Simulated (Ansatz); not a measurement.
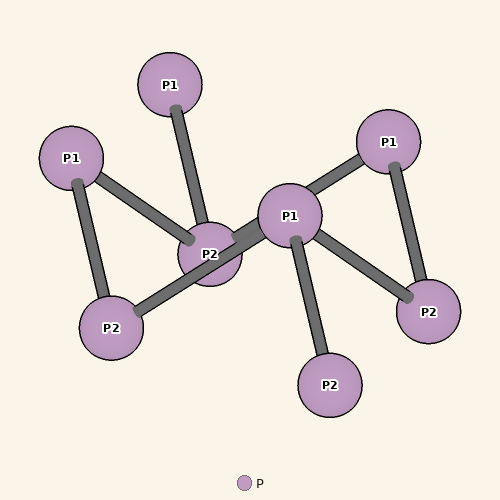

The system is a two-dimensional sheet of P of the honeycomb type (2 atoms in the cell); the picture shows the reference structure. The lattice constant and the buckling of a sheet are varied, nothing relaxed. The first coordinate is: lattice constant a of the sheet (both vectors scaled alike); the second: buckling: height of P1 above P2. The grid has 8 × 8 points. Points are written as (first, second). Energies: meV/atom, counted from the lowest grid point. Method: DFT r2SCAN, scalar-relativistic, plane waves, PAW (Ansatz). Settings: cutoff 500 eV, k-mesh 9×9×1, gaussian smearing 0.02 eV, no spin polarisation.

Its coordinates:

```xyz
2
Lattice="3.2800 0.0000 0.0000 -1.6400 2.8406 0.0000 0.0000 0.0000 28.0000" Properties=species:S:1:pos:R:3 pbc="T T T"
P     0.0000    1.8937   14.6555
P     1.6400    0.9469   13.3445
```

Range: lattice constant a of the sheet (both vectors scaled alike) from 3.028 to 3.470 Å; buckling: height of P1 above P2 from 0.000 to 1.835 Å.

**Predict the map.**

The lowest grid point is at (3.280 Å, 1.311 Å). The bottom of the well lies between grid points, at about (3.272 Å, 1.225 Å), about 32 meV/atom lower on the interpolated surface. No other kind of well shows on this grid. The highest grid point, (3.028 Å, 0.000 Å), lies 3898 meV/atom above the lowest.

| second ↓, first → | 3.028 | 3.091 | 3.154 | 3.217 | 3.280 | 3.343 | 3.407 | 3.470 |
| --- | --- | --- | --- | --- | --- | --- | --- | --- |
| 1.835 | 932 | 965 | 997 | 1030 | 1059 | 1092 | 1137 | 1190 |
| 1.573 | 480 | 451 | 421 | 412 | 422 | 443 | 478 | 526 |
| 1.311 | 156 | 75 | 25 | 1 | 0 | 19 | 56 | 108 |
| 1.049 | 455 | 310 | 205 | 135 | 96 | 83 | 93 | 123 |
| 0.786 | 1493 | 1205 | 975 | 798 | 667 | 572 | 511 | 481 |
| 0.524 | 2702 | 2217 | 1819 | 1502 | 1256 | 1072 | 939 | 846 |
| 0.262 | 3568 | 2923 | 2400 | 1983 | 1656 | 1406 | 1216 | 1080 |
| 0.000 | 3898 | 3196 | 2626 | 2171 | 1813 | 1538 | 1331 | 1179 |

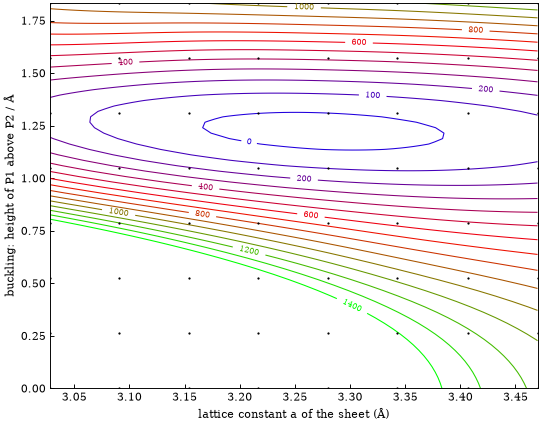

The picture shows contour lines labelled in meV/atom (none above 1400), dots at the grid points. Between grid points the surface is interpolated.

Each point was launched as `ansatz run input.yaml --threads 1 --pin off --max-ram 3072MiB --backend cpu --events-out ev --progress --plain --runs-dir out`. The whole map (64 points run) took 3.8 min on 1 thread of AMD EPYC 9R45 96-Core Processor (Zen 5) (shared host).
